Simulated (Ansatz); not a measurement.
## CoO: geometry relaxation (part 1 of 2)

- system: CoO (2 atoms in the cell)
- method: DFT PBEsol, scalar-relativistic, plane waves, PAW, spin-polarised (Ansatz 0.2.0)

The structure derives from an entry of the Crystallography Open Database. It belongs to a series of runs on one base structure; here: film's bulk on the substrate's plane, third vector and atoms relaxed. Figures and captions count atoms from 1; the log counts them from 0 in places.

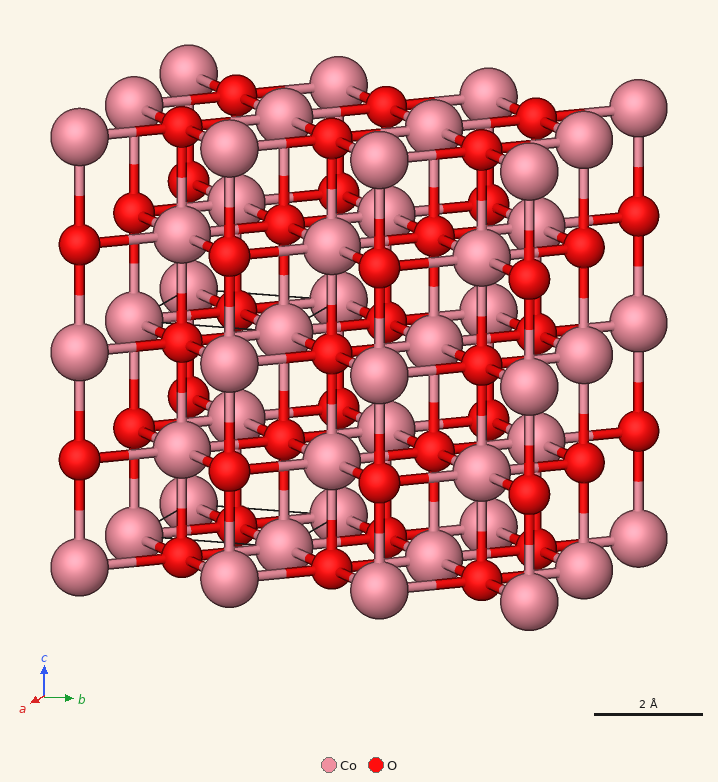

**Figure 1.** The starting structure (ball-and-stick view of the cell 2 times as large as that of the calculation, set on its symmetry axes, repeated 2 × 3 × 2, seen slightly off an axis). An atom can appear more than once, as a periodic image. Near neighbours in the periodic cell (some may lie outside the picture): Co has 6 O at 2.06 to 2.11 Å; O has 6 Co at 2.06 to 2.11 Å.

Summary:

```json
{"quantity": "outcome", "value": "converged"}
{"quantity": "space group (tolerance 0.01 Å)", "value": "I4/mmm (139) → C2/m (12)"}
{"quantity": "electrons treated", "value": "23"}
{"quantity": "free energy", "value": "−5652.2999 eV"}
{"quantity": "Fermi energy", "value": "15.063 eV"}
{"quantity": "gap on the k-point mesh", "value": "none (metallic)"}
{"quantity": "net moment of the cell", "value": "2.76 μB"}
{"quantity": "integrated absolute moment", "value": "2.78 μB"}
{"quantity": "pressure", "value": "−1.03 GPa"}
{"quantity": "final volume", "value": "18.14 Å³"}
{"quantity": "largest force (length of the vector) at the end", "value": "under 0.001 eV/Å"}
{"quantity": "final cell", "value": "a = 2.980 Å, b = 2.980 Å, c = 3.075 Å, α = 58.09°, β = 58.09°, γ = 90.00°"}
{"quantity": "hardware", "value": "2 threads of Arm Neoverse V2, 24 GiB of memory available, shared host"}
{"quantity": "wall time", "value": "3.7 min (CPU time 7.1 min)"}
{"quantity": "peak memory", "value": "0.66 GiB"}
```

Remarks:

The program warns: the k-point mesh lowers the symmetry that the run can use.

Input file:
```yaml
crystal:
  lattice:
    - [2.9798974868, 0.0, 0.0]
    - [0.0, 2.9798974868, 0.0]
    - [1.4899487434, 1.4899487434, 2.0554267923]
  atoms:
    - { symbol: Co, position: [0.0, 0.0, 0.0], spin: 2.57 }
    - { symbol: O, position: [0.5, 0.5, 0.0], spin: 0.32 }
basis:
  ecutwfc: 420
kpoints:
  mp_grid: { grid: [12, 12, 17] }
hamiltonian:
  xc: pbesol
scf:
  occupations: { method: gaussian, width: 0.1 }
output:
  forces: true
  stress: true
  eigenvalues: true
  populations: true
magnetization:
  spin_polarized: true
relax:
  adjacent_minimum: "off"
  f_tol: 0.01
  max_steps: 50
  cell: { fix: [a, b, gamma], stress_tol: 0.1 }
```

Launch command:
```bash
ansatz run input.yaml --threads 2 --pin off --max-ram 5120MiB --backend cpu --events-out ev --progress --plain --runs-dir out
```

Output:
```
Warning: crystal.symmetry: narrowed to the stabiliser of the k-point mesh — unitary ops 16 → 4; excluded 12 operations that carry a point of the 12×12×17 mesh (shift [0, 0, 0]) off the mesh (the run samples exactly the mesh kpoints.mp_grid names, as under crystal.symmetry.detect: false, and its converged state has the mesh's symmetry, not the crystal's; ε∞, the Born charges and the force constants of a linear response (`dielectric:` by the response, `phonons.method: dfpt`) are averaged over those of the crystal's operations that the state keeps within a tolerance, where `mesh_tensors`, `unaveraged_element` or `gamma_mean_max_change_ev_ang2` stands beside them; a row that `dielectric.field_direction` solves alone is averaged likewise, with nothing beside; a Γ-centred mesh of equal divisions is mapped onto itself by every operation and keeps the whole group, as does a half-shifted one under kpoints.further_shifts: images)
Engine: ansatz 0.2.0, aarch64-unknown-linux-gnu
Pseudopotentials: kind: paw
Pseudopotential: Co, paw, valence charge 17, recommended cutoff 420 eV (normal), Co.paw.azcp
Pseudopotential: O, paw, valence charge 6, recommended cutoff 420 eV (normal), O.paw.azcp
Functional definition: PBEsol
  exchange = pbesol_x
  correlation = pbesol_c
Crystal: 2 atoms, lattice volume = 18.252 Å³
Basis set: ecut = 420 eV, 339 PW (Γ), exchange–correlation on 40×40×40 points (8 copies of the dense FFT grid, shifted against one another)
Bands: 17, of which v1, the nominal top of the filled ones, is band 12 counted from 1 (11 counted from 0)
Symmetry: 4 space group operations
k-points: 667 of 2448
Non-local potential: Co, projectors of the file, l = 0: 3, l = 1: 2, l = 2: 3, l = 3: 1
Non-local potential: O, projectors of the file, l = 0: 2, l = 1: 2, l = 2: 1
PAW form: soft (Blöchl's): semilocal exchange-correlation on the pseudo side does not see the compensation charge
PAW frozen core: Co, regenerated for the run's functional, and the local potential with it (the file was generated under x = pbe(κ = 0.804, μ = 0.2195149727645171), c = pbe(β = 0.06672455060314922))
PAW frozen core: O, regenerated for the run's functional, and the local potential with it (the file was generated under x = pbe(κ = 0.804, μ = 0.2195149727645171), c = pbe(β = 0.06672455060314922))
PAW one-centre angular grid: Co, 590 points (default); XC on 64 Gauss nodes
PAW one-centre angular grid: O, 110 points (default); XC on 64 Gauss nodes
Initial density: superposition of atomic densities (chi_scale 0.1, normalization cell, long waves kept (reshape's long-wave potential 0.00 eV rms))
Starting moments: Σ|m| = 2.89 μB on 2 of 2 sites
Initial wavefunctions: pseudopotential atomic-orbital guess
Functional: x = pbesol(κ = 0.804, μ = 0.12345679012345678), c = pbesol(β = 0.046)
SCF iter   1: F=—  HF=-5650.920118 eV  |F-HF|=—  |Δ(HF+E_count)|=         —  Δρ=1.18e-1 (↑9.99e-2 ↓1.18e-1)  dr2=6.52e0  dr2_m=6.91e-2  M=2.490 μB ∫|m|=2.491 μB  β_m=0.30  ethr=3.10e-3  ⟨swp⟩=5.2  Hψ=96714  notcnv=0
Mixer restart at iter 1: flushing history
preconditioner: auto → none  [metal: Δε(μ)=0.003 eV  Ē_g=13.674 eV  σ=0.100 eV  W_gap=0.02  n_scr=8 (ndim 8)  ℏωp=33.7 eV  f_vac=0.000  D(μ)=3.89/eV (n_scr^D=64)  sad-step TF]
SCF iter   2: F=—  HF=-5651.037851 eV  |F-HF|=—  |Δ(HF+E_count)|=   1.18e-1  Δρ=5.49e-2 (↑4.10e-2 ↓5.49e-2)  dr2=1.45e0  dr2_m=3.31e-2  M=2.529 μB ∫|m|=2.532 μB  β_m=0.40  ethr=3.10e-3  ⟨swp⟩=3.5  Hψ=54826  notcnv=0  defer=767
SCF iter   3: F=—  HF=-5651.626086 eV  |F-HF|=—  |Δ(HF+E_count)|=   5.88e-1  Δρ=2.41e-2 (↑1.74e-2 ↓2.41e-2)  dr2=7.95e-2  dr2_m=1.42e-2  M=2.582 μB ∫|m|=2.587 μB  β_m=0.53  ethr=3.10e-3  ⟨swp⟩=2.7  Hψ=44437  notcnv=0  defer=769
SCF iter   4: F=—  HF=-5652.116051 eV  |F-HF|=—  |Δ(HF+E_count)|=         —  Δρ=2.73e-2 (↑8.93e-3 ↓2.73e-2)  dr2=6.39e-2  dr2_m=3.72e-2  M=2.692 μB ∫|m|=2.700 μB  β_m=0.53  ethr=3.46e-4  ⟨swp⟩=2.0  Hψ=49943  notcnv=0  defer=758
Mixer restart at iter 4: flushing history
SCF iter   5: F=—  HF=-5652.247449 eV  |F-HF|=—  |Δ(HF+E_count)|=   1.31e-1  Δρ=1.31e-2 (↑1.31e-2 ↓6.47e-3)  dr2=1.94e-2  dr2_m=9.67e-3  M=2.682 μB ∫|m|=2.691 μB  β_m=0.55  ethr=2.78e-4  ⟨swp⟩=2.3  Hψ=44312  notcnv=0  defer=758
SCF iter   6: F=—  HF=-5652.272472 eV  |F-HF|=—  |Δ(HF+E_count)|=   2.50e-2  Δρ=2.07e-2 (↑6.87e-3 ↓2.07e-2)  dr2=4.05e-2  dr2_m=2.56e-2  M=2.768 μB ∫|m|=2.779 μB  β_m=0.14  ethr=8.42e-5  ⟨swp⟩=2.0  Hψ=55271  notcnv=0  defer=764
SCF iter   7: F=—  HF=-5652.280628 eV  |F-HF|=—  |Δ(HF+E_count)|=   8.16e-3  Δρ=7.05e-3 (↑7.05e-3 ↓6.83e-3)  dr2=1.01e-3  dr2_m=7.54e-3  M=2.743 μB ∫|m|=2.755 μB  β_m=0.49  ethr=8.42e-5  ⟨swp⟩=2.7  Hψ=42103  notcnv=0  defer=764
SCF iter   8: F=—  HF=-5652.291652 eV  |F-HF|=—  |Δ(HF+E_count)|=   1.10e-2  Δρ=1.45e-3 (↑1.45e-3 ↓8.53e-4)  dr2=6.03e-5  dr2_m=2.11e-4  M=2.781 μB ∫|m|=2.795 μB  β_m=0.50  ethr=4.39e-6  ⟨swp⟩=2.0  Hψ=47519  notcnv=0  defer=762
SCF iter   9: F=—  HF=-5652.291718 eV  |F-HF|=—  |Δ(HF+E_count)|=   6.51e-5  Δρ=4.85e-4 (↑4.85e-4 ↓4.49e-4)  dr2=5.94e-6  dr2_m=3.22e-5  M=2.788 μB ∫|m|=2.802 μB  β_m=0.75  ethr=2.62e-7  ⟨swp⟩=2.3  Hψ=37023  notcnv=0  defer=762
SCF iter  10: F=—  HF=-5652.291743 eV  |F-HF|=—  |Δ(HF+E_count)|=   2.51e-5  Δρ=2.58e-4 (↑2.58e-4 ↓1.69e-4)  dr2=1.18e-6  dr2_m=7.05e-6  M=2.790 μB ∫|m|=2.804 μB  β_m=0.80  ethr=2.58e-8  ⟨swp⟩=2.0  Hψ=36812  notcnv=0  defer=762
SCF iter  11: F=—  HF=-5652.291743 eV  |F-HF|=—  |Δ(HF+E_count)|=   7.29e-7  Δρ=6.93e-5 (↑6.93e-5 ↓6.76e-5)  dr2=3.42e-7  dr2_m=6.15e-7  M=2.789 μB ∫|m|=2.804 μB  β_m=0.90  ethr=5.11e-9  ⟨swp⟩=2.0  Hψ=32479  notcnv=0  defer=762
SCF iter  12: F=—  HF=-5652.291743 eV  |F-HF|=—  |Δ(HF+E_count)|=   6.86e-8  Δρ=4.79e-5 (↑4.04e-5 ↓4.79e-5)  dr2=4.89e-8  dr2_m=2.74e-7  M=2.789 μB ∫|m|=2.804 μB  β_m=0.95  ethr=1.49e-9  ⟨swp⟩=2.1  Hψ=33650  notcnv=0  defer=762
SCF iter  13: F=—  HF=-5652.291743 eV  |F-HF|=—  |Δ(HF+E_count)|=   6.96e-8  Δρ=7.33e-6 (↑7.33e-6 ↓7.33e-6)  dr2=1.16e-8  dr2_m=4.87e-9  M=2.789 μB ∫|m|=2.804 μB  β_m=0.88  ethr=2.13e-10  ⟨swp⟩=2.0  Hψ=37795  notcnv=0  defer=762
SCF iter  14: F=-5652.291743 eV  HF=-5652.291743 eV  |F-HF|=2.16e-9  |Δ(HF+E_count)|=   2.80e-9  Δρ=4.89e-6 (↑3.43e-6 ↓4.89e-6)  dr2=2.80e-9  dr2_m=2.01e-9  M=2.789 μB ∫|m|=2.804 μB  ethr=5.04e-11  ⟨swp⟩=3.9  Hψ=80475  notcnv=0
SCF 1 converged in 14 iterations: F = -5652.291743 eV  dr2 = 2.80e-9
  greatest PAW one-centre occupation: 1.004 electrons in one spin orbital (limit 2), on the Co atom at site 0 (counted from 0), in its partial waves of l = 1
relax step   1: F+E_penalty+E_count = -5652.29174348 eV  Δ(F+E_penalty+E_count) = +0.000e0 eV  max|allowed force component| = 1.578e-29 eV/Å  Δτ_max = 0.0000 Å  P = -1.267 GPa  Ω = 18.252 Å³  fix = [a, b, gamma]  reactions: a -1.616, b -1.616 GPa; gamma +0.045 GPa/rad  (14 SCF iters, dr2 threshold 1.00e-7 eV, accepted)
Crystal: 2 atoms, lattice volume = 18.244 Å³
Initial density: handed on by an earlier stage of this run
Starting moments: Σ|m| = 2.89 μB on 2 of 2 sites; this step starts from the density that it was given
Initial wavefunctions: those handed on with the density
iter 1 solved again at ethr=1.14e-9 eV; its pass at ethr=3.10e-3 eV (dr2=2.62e-7 eV) is discarded
SCF iter   1: F=—  HF=-5652.291807 eV  |F-HF|=—  |Δ(HF+E_count)|=         —  Δρ=8.53e-5 (↑8.53e-5 ↓7.87e-5)  dr2=2.40e-7  dr2_m=8.56e-7  M=2.789 μB ∫|m|=2.803 μB  β_m=0.65  ethr=1.14e-9  ⟨swp⟩=3.3  Hψ=139287  notcnv=0
preconditioner: auto → none  [metal: Δε(μ)=0.001 eV  Ē_g=14.122 eV  σ=0.100 eV  W_gap=0.01  n_scr=0 (ndim 8)  ℏωp=33.7 eV  f_vac=0.000  D(μ)=3.95/eV (n_scr^D=64)]
SCF iter   2: F=—  HF=-5652.291808 eV  |F-HF|=—  |Δ(HF+E_count)|=   1.11e-6  Δρ=7.71e-5 (↑3.38e-5 ↓7.71e-5)  dr2=3.26e-7  dr2_m=4.44e-7  M=2.788 μB ∫|m|=2.803 μB  β_m=0.65  ethr=1.04e-9  ⟨swp⟩=2.0  Hψ=37687  notcnv=0
SCF iter   3: F=—  HF=-5652.291808 eV  |F-HF|=—  |Δ(HF+E_count)|=   7.57e-7  Δρ=5.98e-5 (↑5.98e-5 ↓3.72e-5)  dr2=1.00e-7  dr2_m=3.39e-7  M=2.788 μB ∫|m|=2.802 μB  β_m=0.53  ethr=1.04e-9  ⟨swp⟩=2.0  Hψ=38753  notcnv=0
SCF iter   4: F=—  HF=-5652.291809 eV  |F-HF|=—  |Δ(HF+E_count)|=   2.49e-7  Δρ=3.40e-5 (↑1.93e-5 ↓3.40e-5)  dr2=4.28e-8  dr2_m=1.13e-7  M=2.788 μB ∫|m|=2.802 μB  β_m=0.86  ethr=4.36e-10  ⟨swp⟩=2.0  Hψ=37072  notcnv=0
SCF iter   5: F=—  HF=-5652.291809 eV  |F-HF|=—  |Δ(HF+E_count)|=   3.61e-8  Δρ=1.48e-5 (↑9.69e-6 ↓1.48e-5)  dr2=3.14e-8  dr2_m=1.46e-8  M=2.788 μB ∫|m|=2.802 μB  β_m=0.74  ethr=1.86e-10  ⟨swp⟩=2.2  Hψ=38834  notcnv=0
SCF iter   6: F=-5652.291809 eV  HF=-5652.291809 eV  |F-HF|=1.50e-8  |Δ(HF+E_count)|=   2.49e-8  Δρ=1.36e-5 (↑3.00e-6 ↓1.36e-5)  dr2=1.86e-8  dr2_m=1.01e-8  M=2.788 μB ∫|m|=2.802 μB  ethr=1.36e-10  ⟨swp⟩=2.0  Hψ=66998  notcnv=0
SCF 2 converged in 6 iterations: F = -5652.291809 eV  dr2 = 1.86e-8
relax step   2: F+E_penalty+E_count = -5652.29180867 eV  Δ(F+E_penalty+E_count) = -6.519e-5 eV  max|allowed force component| = 1.262e-29 eV/Å  Δτ_max = 0.0000 Å  P = -1.187 GPa  Ω = 18.244 Å³  energy of the carried Pulay correction = +3.957e-5 eV  fix = [a, b, gamma]  reactions: a -1.548, b -1.548 GPa; gamma +0.044 GPa/rad  (6 SCF iters, dr2 threshold 2.00e-7 eV, accepted)
[... from here on the SCF iterations and repeated set-up lines of each step are left out, up to the last step ...]
SCF 3 converged in 7 iterations: F = -5652.292037 eV  dr2 = 1.94e-9
relax step   3: F+E_penalty+E_count = -5652.29203705 eV  Δ(F+E_penalty+E_count) = -2.284e-4 eV  max|allowed force component| = 1.262e-29 eV/Å  Δτ_max = 0.0000 Å  P = -0.813 GPa  Ω = 18.208 Å³  energy of the carried Pulay correction = +2.172e-4 eV  fix = [a, b, gamma]  reactions: a -1.235, b -1.235 GPa; gamma +0.039 GPa/rad  (7 SCF iters, dr2 threshold 2.00e-7 eV, accepted)
SCF 4 converged in 9 iterations: F = -5652.292038 eV  dr2 = 8.07e-14
relax step   4: F+E_penalty+E_count = -5652.29203848 eV  Δ(F+E_penalty+E_count) = -1.427e-6 eV  max|allowed force component| = 6.508e-30 eV/Å  Δτ_max = 0.0000 Å  P = -0.817 GPa  Ω = 18.209 Å³  energy of the carried Pulay correction = +2.156e-4 eV  fix = [a, b, gamma]  reactions: a -1.238, b -1.238 GPa; gamma +0.040 GPa/rad  (9 SCF iters, accepted)
SCF 5 converged in 8 iterations: F = -5652.292044 eV  dr2 = 8.26e-12
relax step   5: F+E_penalty+E_count = -5652.29204423 eV  Δ(F+E_penalty+E_count) = -5.750e-6 eV  max|allowed force component| = 1.775e-30 eV/Å  Δτ_max = 0.0000 Å  P = -0.849 GPa  Ω = 18.211 Å³  energy of the carried Pulay correction = +2.021e-4 eV  fix = [a, b, gamma]  reactions: a -1.264, b -1.264 GPa; gamma +0.042 GPa/rad  (8 SCF iters, accepted)
SCF 6 converged in 6 iterations: F = -5652.292115 eV  dr2 = 1.88e-8
relax step   6: F+E_penalty+E_count = -5652.29211550 eV  Δ(F+E_penalty+E_count) = -7.127e-5 eV  max|allowed force component| = 1.262e-29 eV/Å  Δτ_max = 0.0000 Å  P = -0.878 GPa  Ω = 18.213 Å³  energy of the carried Pulay correction = +1.918e-4 eV  fix = [a, b, gamma]  reactions: a -1.287, b -1.287 GPa; gamma +0.047 GPa/rad  (6 SCF iters, dr2 threshold 5.44e-8 eV, accepted)
SCF 7 converged in 6 iterations: F = -5652.292448 eV  dr2 = 1.42e-7
relax step   7: F+E_penalty+E_count = -5652.29244809 eV  Δ(F+E_penalty+E_count) = -3.326e-4 eV  max|allowed force component| = 1.183e-29 eV/Å  Δτ_max = 0.0000 Å  P = -0.875 GPa  Ω = 18.211 Å³  energy of the carried Pulay correction = +2.044e-4 eV  fix = [a, b, gamma]  reactions: a -1.280, b -1.280 GPa; gamma +0.058 GPa/rad  (6 SCF iters, dr2 threshold 2.00e-7 eV, accepted)
SCF 8 converged in 7 iterations: F = -5652.293700 eV  dr2 = 1.11e-8
relax step   8: F+E_penalty+E_count = -5652.29369992 eV  Δ(F+E_penalty+E_count) = -1.252e-3 eV  max|allowed force component| = 3.944e-30 eV/Å  Δτ_max = 0.0000 Å  P = -0.853 GPa  Ω = 18.200 Å³  energy of the carried Pulay correction = +2.573e-4 eV  fix = [a, b, gamma]  reactions: a -1.258, b -1.258 GPa; gamma +0.077 GPa/rad  (7 SCF iters, dr2 threshold 2.00e-7 eV, accepted)
SCF 9 converged in 8 iterations: F = -5652.297473 eV  dr2 = 8.87e-10
relax step   9: F+E_penalty+E_count = -5652.29747347 eV  Δ(F+E_penalty+E_count) = -3.774e-3 eV  max|allowed force component| = 1.578e-30 eV/Å  Δτ_max = 0.0000 Å  P = -0.886 GPa  Ω = 18.161 Å³  energy of the carried Pulay correction = +4.459e-4 eV  fix = [a, b, gamma]  reactions: a -1.339, b -1.339 GPa; gamma +0.079 GPa/rad  (8 SCF iters, dr2 threshold 2.00e-7 eV, accepted)
SCF 10 converged in 8 iterations: F = -5652.286775 eV  dr2 = 1.71e-8
relax step  10: F+E_penalty+E_count = -5652.28677516 eV  Δ(F+E_penalty+E_count) = +1.070e-2 eV  max|allowed force component| = 3.155e-30 eV/Å  Δτ_max = 0.0000 Å  P = -1.384 GPa  Ω = 18.019 Å³  energy of the carried Pulay correction = +1.149e-3 eV  fix = [a, b, gamma]  (8 SCF iters, dr2 threshold 2.00e-7 eV, rejected (line search))
SCF 11 converged in 10 iterations: F = -5652.298321 eV  dr2 = 3.65e-12
relax step  11: F+E_penalty+E_count = -5652.29832058 eV  Δ(F+E_penalty+E_count) = -8.471e-4 eV  max|allowed force component| = 3.155e-30 eV/Å  Δτ_max = 0.0000 Å  P = -1.005 GPa  Ω = 18.132 Å³  energy of the carried Pulay correction = +5.868e-4 eV  fix = [a, b, gamma]  reactions: a -1.525, b -1.525 GPa; gamma +0.048 GPa/rad  (10 SCF iters, accepted)
SCF 12 converged in 5 iterations: F = -5652.298323 eV  dr2 = 2.96e-9
relax step  12: F+E_penalty+E_count = -5652.29832270 eV  Δ(F+E_penalty+E_count) = -2.120e-6 eV  max|allowed force component| = 3.155e-30 eV/Å  Δτ_max = 0.0000 Å  P = -1.000 GPa  Ω = 18.138 Å³  energy of the carried Pulay correction = +5.598e-4 eV  fix = [a, b, gamma]  reactions: a -1.507, b -1.507 GPa; gamma +0.053 GPa/rad  (5 SCF iters, dr2 threshold 6.55e-8 eV, accepted)
SCF 13 converged in 9 iterations: F = -5652.299640 eV  dr2 = 1.05e-12
relax step  13: F+E_penalty+E_count = -5652.29964002 eV  Δ(F+E_penalty+E_count) = -1.317e-3 eV  max|allowed force component| = 3.944e-30 eV/Å  Δτ_max = 0.0000 Å  P = -0.873 GPa  Ω = 18.138 Å³  fix = [a, b, gamma]  reactions: a -1.376, b -1.376 GPa; gamma -0.038 GPa/rad  stress off target by 4.81e-1 GPa on what of the cell is left free  SCF on the basis re-selected at this cell (its energy is not comparable with the rows above)  (9 SCF iters)
SCF 14 converged in 6 iterations: F = -5652.299891 eV  dr2 = 2.54e-8
relax step  14: F+E_penalty+E_count = -5652.29989139 eV  Δ(F+E_penalty+E_count) = -2.514e-4 eV  max|allowed force component| = 3.155e-30 eV/Å  Δτ_max = 0.0000 Å  P = -0.998 GPa  Ω = 18.135 Å³  energy of the carried Pulay correction = +2.318e-5 eV  fix = [a, b, gamma]  reactions: a -1.518, b -1.518 GPa; gamma -0.072 GPa/rad  (6 SCF iters, dr2 threshold 2.00e-7 eV, accepted)
SCF 15 converged in 7 iterations: F = -5652.299905 eV  dr2 = 5.92e-12
relax step  15: F+E_penalty+E_count = -5652.29990479 eV  Δ(F+E_penalty+E_count) = -1.340e-5 eV  max|allowed force component| = 1.578e-30 eV/Å  Δτ_max = 0.0000 Å  P = -0.995 GPa  Ω = 18.135 Å³  fix = [a, b, gamma]  reactions: a -1.515, b -1.515 GPa; gamma -0.074 GPa/rad  stress off target by 1.05e-1 GPa on what of the cell is left free  SCF on the basis re-selected at this cell (its energy is not comparable with the rows above)  (7 SCF iters)
SCF 16 converged in 6 iterations: F = -5652.299911 eV  dr2 = 3.68e-10
```
